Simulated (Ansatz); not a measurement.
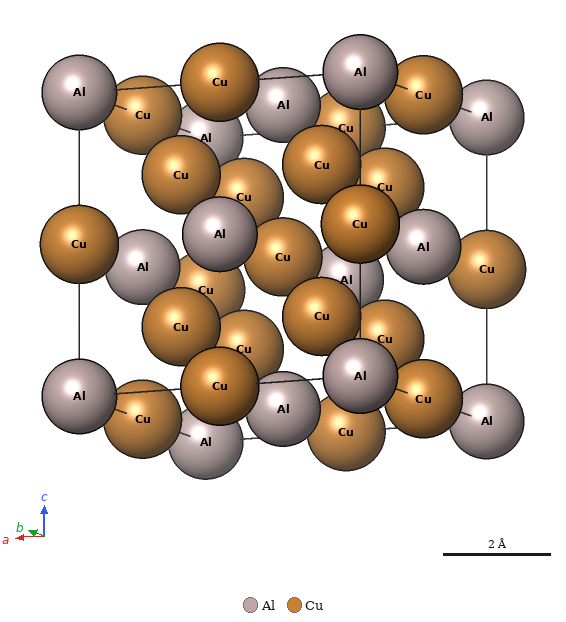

The starting structure (spheres-only view of the cell 4 times as large as that of the calculation, set on its symmetry axes, seen at an oblique angle).

Geometry relaxation of AlCu$_{3}$ (part 1 of 2)

System: AlCu$_{3}$ (4 atoms in the cell).
Method: DFT r2SCAN, scalar-relativistic, plane waves, PAW, no spin polarisation (Ansatz 0.2.0).

The structure derives from a Materials Project entry.

Log:
```
Engine: ansatz 0.2.0, x86_64-unknown-linux-gnu
Pseudopotentials: kind: paw
Pseudopotential: Al, paw, valence charge 3, recommended cutoff 500 eV (meta_gga), Al.paw.azcp
Pseudopotential: Cu, paw, valence charge 19, recommended cutoff 500 eV (meta_gga), Cu.paw.azcp
Functional definition: r2SCAN
  parameter k0 = 0.174
  parameter k1 = 0.065
  parameter a1 = 4.9479
  exchange = r2scan_x(k0 = k0, k1 = k1, a1 = a1)
  correlation = r2scan_c
Crystal: 4 atoms, lattice volume = 48.176 Å³
Basis set: ecut = 500 eV, 1243 PW (Γ), exchange–correlation on 120×120×120 points (64 copies of the dense FFT grid, shifted against one another)
Bands: 36, of which v1, the nominal top of the filled ones, is band 30 counted from 1 (29 counted from 0)
Symmetry: 48 space group operations
Space group: Fm-3m (ITA 225), of the structure as read, at distance tolerance 3.6e-5 Å
k-points: 72 of 1728
Non-local potential: Al, projectors of the file, l = 0: 2, l = 1: 2, l = 2: 1
Non-local potential: Cu, projectors of the file, l = 0: 3, l = 1: 2, l = 2: 3, l = 3: 1
PAW form: soft (Blöchl's): semilocal exchange-correlation on the pseudo side does not see the compensation charge
PAW frozen core: Al, regenerated for the run's functional (the file was generated under x = pbe(κ = 0.804, μ = 0.2195149727645171), c = pbe(β = 0.06672455060314922))
PAW frozen core: Cu, regenerated for the run's functional (the file was generated under x = pbe(κ = 0.804, μ = 0.2195149727645171), c = pbe(β = 0.06672455060314922))
PAW one-centre angular grid: Al, 302 points (default); XC on 160 Gauss nodes
PAW one-centre angular grid: Cu, 590 points (default); XC on 160 Gauss nodes
Initial density: superposition of atomic densities (neutral atoms: chi_scale 0, normalization atom), corrected by the library's trained network
Initial wavefunctions: pseudopotential atomic-orbital guess
Functional: x = r2scan, c = r2scan; τ floored in thin density (d = 2e-4 eV/Å³)
SCF iter   1: F=—  HF=-20434.924650 eV  |F-HF|=—  |Δ(HF+E_count)|=         —  Δρ=3.79e-2  dr2=4.21e-1  dr2_τ=7.59e-3  ethr=1.77e-3  ⟨swp⟩=5.1  Hψ=8920  notcnv=0  defer=2
preconditioner: auto → none  [insulator: Δε(μ)=0.122 eV  Ē_g=9.580 eV  σ=0.100 eV  W_gap=0.56  n_scr=14 (ndim 8)  ℏωp=32.1 eV  f_vac=0.000  D(μ)=0.89/eV (n_scr^D=0)  ε∞_Penn≈12.2]
SCF iter   2: F=—  HF=-20435.027606 eV  |F-HF|=—  |Δ(HF+E_count)|=   1.03e-1  Δρ=4.78e-2  dr2=6.80e-1  dr2_τ=4.22e-3  ethr=7.01e-4  ⟨swp⟩=2.5  Hψ=5054  notcnv=0  defer=102
SCF iter   3: F=—  HF=-20434.865452 eV  |F-HF|=—  |Δ(HF+E_count)|=   1.62e-1  Δρ=7.28e-3  dr2=1.54e-2  dr2_τ=2.80e-4  ethr=7.01e-4  ⟨swp⟩=2.0  Hψ=4322  notcnv=0  defer=105
SCF iter   4: F=—  HF=-20434.867314 eV  |F-HF|=—  |Δ(HF+E_count)|=   1.86e-3  Δρ=1.18e-2  dr2=4.71e-2  dr2_τ=1.49e-4  ethr=2.57e-5  ⟨swp⟩=2.0  Hψ=5124  notcnv=0  defer=104
SCF iter   5: F=—  HF=-20434.859975 eV  |F-HF|=—  |Δ(HF+E_count)|=   7.34e-3  Δρ=1.23e-3  dr2=7.17e-4  dr2_τ=4.29e-6  ethr=2.57e-5  ⟨swp⟩=2.0  Hψ=3981  notcnv=0  defer=104
SCF iter   6: F=—  HF=-20434.859860 eV  |F-HF|=—  |Δ(HF+E_count)|=   1.16e-4  Δρ=1.61e-4  dr2=8.56e-6  dr2_τ=3.12e-7  ethr=1.20e-6  ⟨swp⟩=1.4  Hψ=3364  notcnv=0  defer=104
SCF iter   7: F=—  HF=-20434.859849 eV  |F-HF|=—  |Δ(HF+E_count)|=   1.08e-5  Δρ=2.63e-5  dr2=1.92e-7  dr2_τ=9.27e-9  ethr=1.43e-8  ⟨swp⟩=2.0  Hψ=3758  notcnv=0  defer=104
SCF iter   8: F=-20434.859849 eV  HF=-20434.859849 eV  |F-HF|=3.37e-8  |Δ(HF+E_count)|=   1.89e-7  Δρ=1.03e-5  dr2=2.93e-8  dr2_τ=1.53e-10  ethr=1.67e-10  ⟨swp⟩=11.0  Hψ=17548  notcnv=0
SCF 1 converged in 8 iterations: F = -20434.859849 eV  dr2 = 2.93e-8
  greatest PAW one-centre occupation: 1.000 electrons in one spin orbital (limit 2), on the Cu atom at site 1 (counted from 0), in its partial waves of l = 0
relax step   1: F+E_penalty+E_count = -20434.85984903 eV  Δ(F+E_penalty+E_count) = +0.000e0 eV  max|allowed force component| = 2.197e-17 eV/Å  Δτ_max = 0.0000 Å  P = +0.423 GPa  Ω = 48.176 Å³  (8 SCF iters, dr2 threshold 1.00e-7 eV, accepted)
Crystal: 4 atoms, lattice volume = 48.254 Å³
Initial density: handed on by an earlier stage of this run
Initial wavefunctions: those handed on with the density
iter 1 solved again at ethr=3.00e-7 eV; its pass at ethr=3.10e-3 eV (dr2=1.80e-4 eV) is discarded
SCF iter   1: F=—  HF=-20434.859864 eV  |F-HF|=—  |Δ(HF+E_count)|=         —  Δρ=7.12e-4  dr2=1.59e-4  dr2_τ=8.86e-5  ethr=3.00e-7  ⟨swp⟩=1.1  Hψ=8633  notcnv=0
preconditioner: auto → Kerker (q_TF=auto, 2.829 Å⁻¹)  [metal: Δε(μ)=0.041 eV  Ē_g=9.347 eV  σ=0.100 eV  W_gap=0.22  n_scr=14 (ndim 8)  ℏωp=32.1 eV  f_vac=0.003  D(μ)=0.97/eV (n_scr^D=8)]
SCF iter   2: F=—  HF=-20434.859981 eV  |F-HF|=—  |Δ(HF+E_count)|=   1.17e-4  Δρ=4.25e-4  dr2=3.34e-5  dr2_τ=1.35e-6  ethr=2.64e-7  ⟨swp⟩=2.8  Hψ=4626  notcnv=0
SCF iter   3: F=—  HF=-20434.859965 eV  |F-HF|=—  |Δ(HF+E_count)|=   1.61e-5  Δρ=8.60e-5  dr2=4.54e-6  dr2_τ=2.65e-8  ethr=5.57e-8  ⟨swp⟩=2.5  Hψ=4320  notcnv=0
SCF iter   4: F=—  HF=-20434.859965 eV  |F-HF|=—  |Δ(HF+E_count)|=   5.35e-7  Δρ=3.93e-5  dr2=5.92e-7  dr2_τ=8.63e-9  ethr=7.56e-9  ⟨swp⟩=2.0  Hψ=3736  notcnv=0
SCF iter   5: F=—  HF=-20434.859966 eV  |F-HF|=—  |Δ(HF+E_count)|=   9.10e-7  Δρ=8.30e-5  dr2=1.88e-6  dr2_τ=8.34e-9  ethr=6.67e-10  ⟨swp⟩=8.8  Hψ=20218  notcnv=0  recentre
SCF iter   6: F=-20434.859965 eV  HF=-20434.859965 eV  |F-HF|=1.62e-7  |Δ(HF+E_count)|=   2.69e-7  Δρ=3.94e-5  dr2=3.12e-7  dr2_τ=5.96e-10  ethr=6.67e-10  ⟨swp⟩=5.5  Hψ=15784  notcnv=0
SCF 2 converged in 6 iterations: F = -20434.859965 eV  dr2 = 3.12e-7
relax step   2: F+E_penalty+E_count = -20434.85996525 eV  Δ(F+E_penalty+E_count) = -1.162e-4 eV  max|allowed force component| = 6.708e-17 eV/Å  Δτ_max = 0.0000 Å  P = +0.174 GPa  Ω = 48.254 Å³  energy of the carried Pulay correction = -3.001e-5 eV  (6 SCF iters, dr2 threshold 4.00e-7 eV, accepted)
Crystal: 4 atoms, lattice volume = 48.309 Å³
iter 1 solved again at ethr=1.31e-7 eV; its pass at ethr=3.10e-3 eV (dr2=7.87e-5 eV) is discarded
SCF iter   1: F=—  HF=-20434.859932 eV  |F-HF|=—  |Δ(HF+E_count)|=         —  Δρ=4.61e-4  dr2=6.95e-5  dr2_τ=4.30e-5  ethr=1.31e-7  ⟨swp⟩=1.5  Hψ=8895  notcnv=0
preconditioner: auto → Kerker (q_TF=auto, 2.829 Å⁻¹)  [metal: Δε(μ)=0.041 eV  Ē_g=9.337 eV  σ=0.100 eV  W_gap=0.22  n_scr=14 (ndim 8)  ℏωp=32.1 eV  f_vac=0.003  D(μ)=0.97/eV (n_scr^D=8)]
SCF iter   2: F=—  HF=-20434.859982 eV  |F-HF|=—  |Δ(HF+E_count)|=   4.91e-5  Δρ=2.96e-4  dr2=1.61e-5  dr2_τ=5.84e-7  ethr=1.16e-7  ⟨swp⟩=2.5  Hψ=4399  notcnv=0
SCF iter   3: F=—  HF=-20434.859974 eV  |F-HF|=—  |Δ(HF+E_count)|=   7.13e-6  Δρ=5.97e-5  dr2=2.14e-6  dr2_τ=1.13e-8  ethr=2.68e-8  ⟨swp⟩=2.1  Hψ=3875  notcnv=0
SCF iter   4: F=—  HF=-20434.859974 eV  |F-HF|=—  |Δ(HF+E_count)|=   4.51e-8  Δρ=3.03e-5  dr2=3.22e-7  dr2_τ=5.38e-9  ethr=3.57e-9  ⟨swp⟩=2.0  Hψ=3794  notcnv=0
SCF iter   5: F=—  HF=-20434.859975 eV  |F-HF|=—  |Δ(HF+E_count)|=   4.61e-7  Δρ=5.93e-5  dr2=9.53e-7  dr2_τ=4.16e-9  ethr=1.26e-10  ⟨swp⟩=8.1  Hψ=17948  notcnv=0  recentre
SCF iter   6: F=—  HF=-20434.859975 eV  |F-HF|=—  |Δ(HF+E_count)|=   1.34e-7  Δρ=3.00e-5  dr2=1.83e-7  dr2_τ=3.58e-10  ethr=5.37e-10  ⟨swp⟩=2.0  Hψ=3779  notcnv=0
SCF iter   7: F=-20434.859975 eV  HF=-20434.859975 eV  |F-HF|=2.26e-8  |Δ(HF+E_count)|=   3.70e-9  Δρ=1.24e-5  dr2=3.63e-8  dr2_τ=1.04e-10  ethr=1.26e-10  ⟨swp⟩=6.8  Hψ=13248  notcnv=0
SCF 3 converged in 7 iterations: F = -20434.859975 eV  dr2 = 3.63e-8
relax step   3: F+E_penalty+E_count = -20434.85997464 eV  Δ(F+E_penalty+E_count) = -9.394e-6 eV  max|allowed force component| = 1.006e-16 eV/Å  Δτ_max = 0.0000 Å  P = +0.002 GPa  Ω = 48.309 Å³  energy of the carried Pulay correction = -5.093e-5 eV  (7 SCF iters, dr2 threshold 7.55e-8 eV, accepted)
Initial wavefunctions: pseudopotential atomic-orbital guess (no wavefunctions were taken with the density)
iter 1 solved again at ethr=3.62e-9 eV; its pass at ethr=3.10e-3 eV (dr2=2.17e-6 eV) is discarded
SCF iter   1: F=—  HF=-20434.860026 eV  |F-HF|=—  |Δ(HF+E_count)|=         —  Δρ=9.59e-6  dr2=2.06e-8  dr2_τ=5.34e-9  ethr=3.62e-9  ⟨swp⟩=3.7  Hψ=16473  notcnv=0
preconditioner: auto → Kerker (q_TF=auto, 2.829 Å⁻¹)  [metal: Δε(μ)=0.041 eV  Ē_g=9.335 eV  σ=0.100 eV  W_gap=0.22  n_scr=14 (ndim 8)  ℏωp=32.1 eV  f_vac=0.003  D(μ)=0.98/eV (n_scr^D=8)]
SCF iter   2: F=—  HF=-20434.860026 eV  |F-HF|=—  |Δ(HF+E_count)|=   4.14e-9  Δρ=1.07e-5  dr2=4.29e-8  dr2_τ=4.76e-10  ethr=3.43e-11  ⟨swp⟩=2.0  Hψ=4742  notcnv=0
SCF iter   3: F=—  HF=-20434.860026 eV  |F-HF|=—  |Δ(HF+E_count)|=   4.14e-9  Δρ=2.95e-6  dr2=6.42e-9  dr2_τ=1.49e-10  ethr=3.43e-11  ⟨swp⟩=2.0  Hψ=3754  notcnv=0
SCF iter   4: F=—  HF=-20434.860026 eV  |F-HF|=—  |Δ(HF+E_count)|=  5.46e-11  Δρ=2.96e-6  dr2=2.75e-9  dr2_τ=2.37e-11  ethr=1.07e-11  ⟨swp⟩=2.0  Hψ=3876  notcnv=0
SCF iter   5: F=—  HF=-20434.860026 eV  |F-HF|=—  |Δ(HF+E_count)|=  1.46e-10  Δρ=1.46e-6  dr2=7.17e-10  dr2_τ=8.91e-12  ethr=4.58e-12  ⟨swp⟩=2.0  Hψ=3733  notcnv=0
SCF iter   6: F=—  HF=-20434.860026 eV  |F-HF|=—  |Δ(HF+E_count)|=  4.73e-11  Δρ=5.60e-7  dr2=1.39e-10  dr2_τ=1.47e-12  ethr=1.20e-12  ⟨swp⟩=2.0  Hψ=3501  notcnv=0
SCF iter   7: F=-20434.860026 eV  HF=-20434.860026 eV  |F-HF|=1.09e-11  |Δ(HF+E_count)|=  2.91e-11  Δρ=1.47e-7  dr2=1.06e-11  dr2_τ=1.47e-13  ethr=1.00e-12  ⟨swp⟩=4.0  Hψ=11244  notcnv=0
SCF 4 converged in 7 iterations: F = -20434.860026 eV  dr2 = 1.06e-11
relax step   4: F+E_penalty+E_count = -20434.86002590 eV  Δ(F+E_penalty+E_count) = -5.126e-5 eV  max|allowed force component| = 7.401e-17 eV/Å  Δτ_max = 0.0000 Å  P = +0.004 GPa  Ω = 48.309 Å³  stress off target by 3.63e-3 GPa  SCF on the basis re-selected at this cell (its energy is not comparable with the rows above)  (7 SCF iters)
```

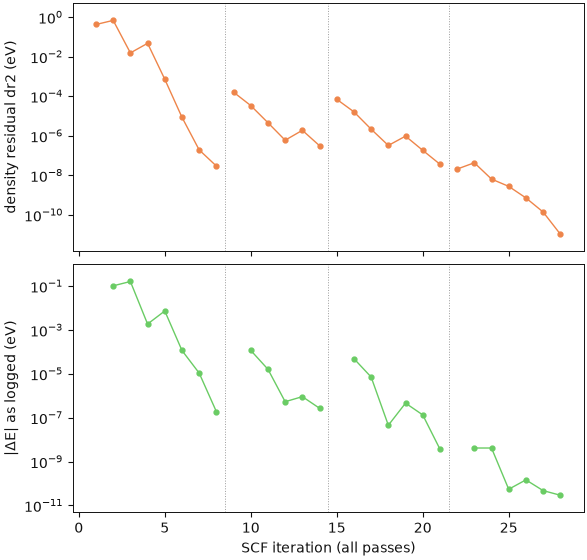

Convergence of the self-consistent field: density residual dr2 and size of the energy change against the SCF iteration. The dotted lines part the SCF passes of the relaxation: geometry steps, rejected trials and re-solves on a re-selected basis. The passes take 8, 6, 7 and 7 iterations.

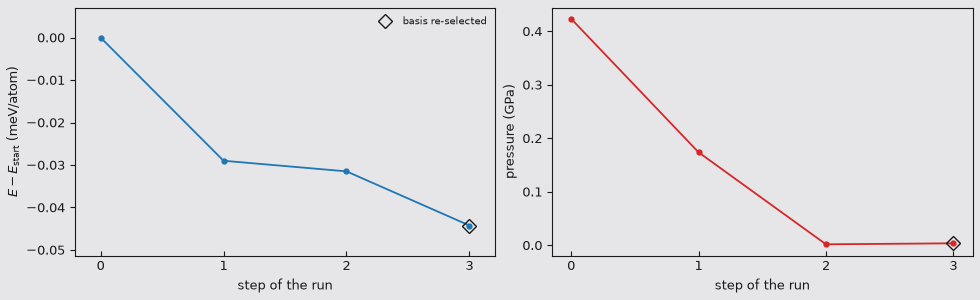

Progress of the relaxation, step by step (the first geometry is step 0 here and step 1 in the log). The energy falls by next to nothing (0.0 meV per atom) in 2 geometry steps. All forces vanish by symmetry, so only the cell relaxes. Pressure: 0.42 GPa at the start and 0.00 GPa at the end. No atom moves by more than 0.005 Å relative to the cell. Cell: a = b = c 5.776 → 5.781 Å (+0.1 %). Volume +0.3 %. The space group stays Fm-3m (No. 225). A last SCF at the same geometry on a re-selected plane-wave basis shifts the energy by next to nothing (0.0 meV per atom).

```
basis re-selected at this cell: Δ(F+E_penalty+E_count) = -5.126e-5 eV, ΔP = +0.002 GPa vs the last step (what re-selecting the basis moved, of the pressure what is left beyond the Pulay correction that the steps carried, after the strain that the cell walked since its last selection, with what the two solves' SCF thresholds leave and, on support functions, any second-order correction that the steps lacked; it is no measure of the basis error at this ecutwfc). This SCF's stress stands 3.63e-3 GPa from its target on what of the cell is left free (relax.cell.stress_tol is 5.00e-2 GPa) and its largest allowed force component is 7.40e-17 eV/Å (relax.f_tol is 5.00e-3 eV/Å): within both
SCF converged after 7 iterations
Free energy (F): -20434.860026 eV
Harris-Foulkes:  -20434.860026 eV  (|F-HF|=1.09e-11)
Internal energy: -20434.855144 eV  (E = F + TS)
E sigma→0 (E₀):  -20434.857585 eV
Entropy (-TS):   -0.004882 eV (-1.221 meV/atom)
Fermi energy:    15.173481 eV
```
